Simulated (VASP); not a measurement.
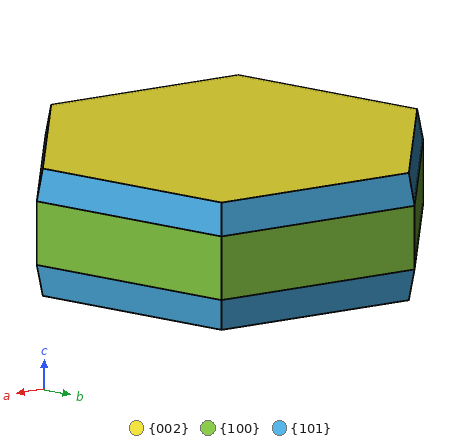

ZnS, space group P6_3mc (No. 186), a = 3.789 Å, b = 3.789 Å, c = 18.583 Å, α = 90.00°, β = 90.00°, γ = 120.00°. Crystal habit computed by the BFDH rule (growth rate of a face proportional to 1/d, systematic absences taken into account). This is a geometric estimate, not an energy calculation. Source: the geometry relaxed with VASP 6.6.1, VASP Kohn-Sham DFT of a periodic cell, revPBE with D3, VASP PAW PBE potentials, recommended. Forms under 0.4 % of the area are left out. Forms are taken in the Laue class: a face and its opposite count as one form.

> Which form makes up most of the surface, and how much?

{002}, with 2 faces and about 57 % of the area; its spacing is d = 9.292 Å.

> Why is the form written {002} rather than {001}?

The reflection 001 is extinguished by the screw axis (and also by a glide plane) of P6_3mc: equivalent layers repeat every d/2 = 9.292 Å, and the rule uses that shorter spacing.
